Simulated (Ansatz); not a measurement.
# Random fluorite-type (Ti, Sn, Zr)O2 solid solution (96 atoms) under strain: runs compared

Aim: relax random fluorite-type (Ti, Sn, Zr)O2 solid solution (96 atoms), then change its volume and shape to read moduli from the stress.

Computed with Ansatz 0.2.0: Kohn-Sham DFT, revPBE, PAW (set soft_2), plane waves.

### 1. The cell as built

The cell holds 96 atoms: 12 Zr, 64 O, 12 Ti and 8 Sn. Cell: a = 9.966 Å, b = 9.966 Å, c = 9.966 Å, α = 90.0°, β = 90.0°, γ = 90.0°. It derives from TiO2 and ZrO2 and SnO2. Fluorite-type lattice (a = 4.983 Å, the mean of the end members), 2 x 2 x 2 cells, metal sites filled at random with 12 Ti, 8 Sn, 12 Zr; every coordinate displaced by a Gaussian of 0.05 Å.

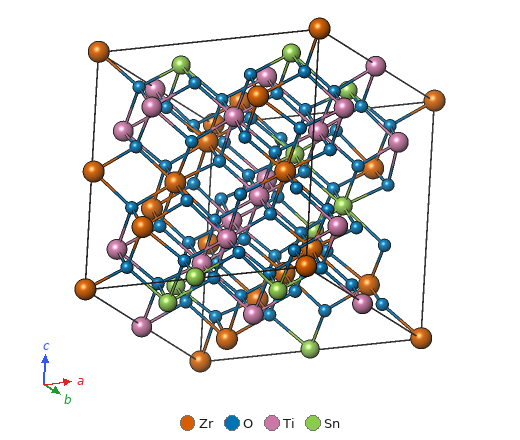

The cell as built. Some periodic images of atoms are drawn too.

What the set-up can't give: Sampling is at Γ alone.

### 2. The reference run

The reference is a single point at the end of the relaxation.

Every strained cell starts from the geometry of this run, and its atoms are relaxed with the cell held.

Its input, with most atom lines left out:

```yaml
crystal:
  lattice:
    - [10.3301, 0.00423, -0.02891]
    - [0.00423, 11.55273, 0.01933]
    - [-0.02891, 0.01933, 9.6564]
  atoms:
    - { symbol: Zr, position: [0.00012, 0.97577, 0.9958] }
    - { symbol: O, position: [0.15652, 0.18088, 0.13245] }
    - { symbol: O, position: [0.33211, 0.43554, 0.38005] }
    - { symbol: Ti, position: [0.00064, 0.21651, 0.24323] }
    - { symbol: O, position: [0.08095, 0.31399, 0.37653] }
    - { symbol: O, position: [0.41946, 0.07396, 0.13288] }
    - { symbol: Zr, position: [0.2552, 0.03479, 0.24378] }
    [... atom lines 8 to 96 left out ...]
kpoints:
  mp_grid: { grid: [1, 1, 1] }
hamiltonian:
  xc: revpbe
scf:
  occupations: { method: gaussian, width: 0.05 }
output:
  forces: true
  stress: true
  populations: intrinsic
  dos:
    method: { smearing: { sigma: 0.1 } }
    de: 0.1
    projected: { site_lists: { O: [O], Sn: [Sn], Ti: [Ti], Zr: [Zr] } }
  eigenvalues: true
  write_density: true
  write_potential: true
  volumetric_format: npy
  elf: true
```

* free energy per atom: -1719.2069 eV/atom
* r.m.s. force component: 0.00486 eV/Å
* pressure: -0.01006 GPa

Filled and empty levels are parted by 2.66 eV at Γ alone; the mesh holds the band edges only if they fold onto it, so the gap at this level can be narrower or closed, while semilocal functionals tend to narrow gaps against experiment.

### 3. The runs

Each row is one run, on 4 threads of Arm Neoverse V2, shared host. The free energy is the program's total, comparable only between runs with the same functional, potentials and atoms.

```tsv
run	atoms	outcome	ionic steps, all passes	free energy (eV)	time	host memory (GiB)
Single point at the start	96	converged	-	-165012.887	16 s	1.7
Cell and atoms relaxed	96	converged	34	-165043.861	9.6 min	2.0
Single point at the relaxed geometry	96	converged	-	-165043.861	25 s	1.9
Volume -3 %	96	converged	7	-165043.307	2 min	1.9
Volume +3 %	96	converged	14	-165043.415	4.1 min	2.0
Volume -6 %	96	converged	8	-165041.582	2.3 min	1.8
Volume +6 %	96	converged	13	-165042.205	4 min	2.1
Volume -10 %	96	converged	12	-165037.280	3.2 min	1.8
Stretched by 1 % along x	96	converged	5	-165043.761	88 s	2.0
Compressed by 1 % along x	96	converged	6	-165043.758	1.8 min	1.9
Sheared by 2 % in xy	96	converged	8	-165043.781	2.3 min	1.9
```

In some runs the program notes that the SCF threshold is loose for the stress.

### 4. Pressure against volume

Atoms are relaxed at each volume, in the scaled cell.

```tsv
volume change (%)	volume (Å³/atom)	energy change (meV/atom)	pressure (GPa)	largest move on relaxing (Å)	bonds	gap (eV)
-10	10.804	68.55	19.35	0.40	199	3.04
-6	11.284	23.73	10.89	0.19	193	2.89
-3	11.644	5.77	5.16	0.08	192	2.77
+0	12.004	0.00	-0.01	-	192	2.66
+3	12.364	4.64	-3.97	0.27	192	2.58
+6	12.724	17.25	-7.12	0.39	192	2.50
```

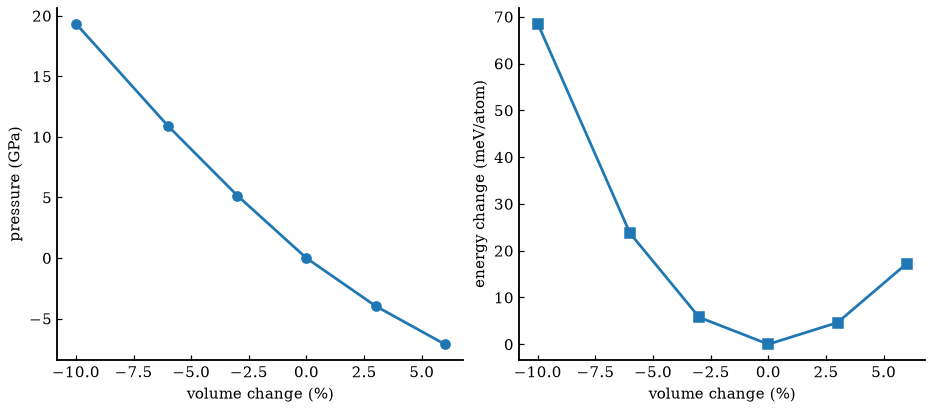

Pressure and energy against volume.

### 5. Uniaxial strain and shear

Stress (GPa, compression positive) less that of the relaxed cell, atoms relaxed:

```tsv
strain	xx	yy	zz	xy	energy change (meV/atom)
stretched by 1 % along x	-2.628	-0.861	-1.298	0.008	1.04
compressed by 1 % along x	2.734	0.887	1.406	0.038	1.06
sheared by 2 % in xy	0.087	0.066	0.121	-0.988	0.83
```

### 6. Findings

The bulk modulus, from the slope of pressure against ln V over the three points nearest the relaxed volume, is 152 GPa; a quadratic over all points gives a pressure derivative of about 4.5. The count of bonds runs from 192 to 199 over the series, so at some points contacts cross the cutoffs. The gap goes from 3.04 eV at the smallest volume to 2.50 eV at the largest, -3.3 eV per unit of ln V by a straight line, on the run's k-points. In the Cartesian axes of the cell, finite differences give C11 = 268, C12 = 87.4, C13 = 135 and C66 = 49.4 GPa (the shear of 2 % is the engineering strain, εxy = 0.01).

**Limits.** Strains are finite and relaxations stop at the force tolerance of the input, which can leave moduli too stiff; they are those of a static cell at zero temperature. Volumes are changed with the cell's shape held, so in an anisotropic solid the modulus lies over the one under free hydrostatic load. The program notes that the SCF threshold of the relaxations is loose for the stress. The host structure and its lattice constant were typed by rule, without a check against the phase diagram. The cell edges changed by +4, +16 and -3 % with the Γ point alone; in so small a cell a change of shape can follow the discrete levels, so shape, energy gain and any gap at the end may be artefacts of the sampling. The title names the fluorite type, whose metal atoms have 8 neighbours, but here they have 6.0 on average by the page's cutoffs, so the cell has left that structure.

The DFT runs together took 32 min of wall time.

[Logs are printed without paths, hosts, clocks, repeated set-up lines and the standing remarks that a program may print on its own settings, such as how far it seeks lower states.]

[Hosts, paths, dates, database ids (printed as entryN), source tags and the programs' standing remarks are cut or masked in the printed files.]
